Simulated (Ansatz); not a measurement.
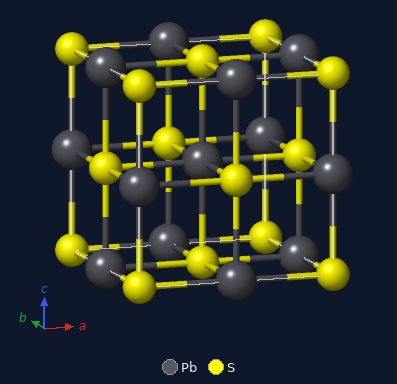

We look at a ball-and-stick model of the crystal slightly off an axis. One conventional unit cell is outlined, and atoms on its boundary appear in each equivalent place. Cell: a = 6.01 Å, b = 6.01 Å, c = 6.01 Å, α = 90.00°, β = 90.00°, γ = 90.00°.

Provenance: a structure type known for this compound. Earlier steps of the study may have refined or changed the cell and positions. It was run through Ansatz as a DFT input.

Summary of the structure:

Answer. It has the composition PbS. Symmetry: Fm-3m (No. 225), face-centred cubic lattice. Type of structure: rock salt (NaCl type). Content of the cell: 4 Pb, 4 S (Z = 4). Pb is surrounded by six S in an octahedral arrangement at about 3.0 Å. Each S atom is coordinated by six Pb in an octahedral arrangement at about 3.0 Å. The bonds build a three-dimensional framework.

Theory: Ansatz 0.2.0, DFT PBE, scalar-relativistic, plane waves, PAW. Numerical settings: an energy cutoff of 420 eV, k-points about 0.18 Å⁻¹ apart, Gaussian smearing of 0.05 eV, no spin polarisation.

Predict the gap.

Answer. A semiconductor at this level, with a gap of 0.49 eV, direct.

Give the Bader charge of each element.

Answer. Pb +1.00 e; S -1.00 e.

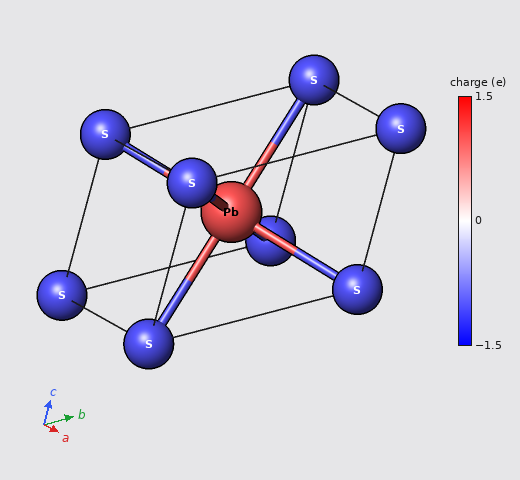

The atoms coloured by those charges. The run's cell of 2 atoms is drawn, so axes and origin can differ from the first picture.

Does the calculation find this structure at rest?

Answer. Yes. All forces vanish to within 0.01 eV/Å. The pressure is 0.0 GPa, close to zero.
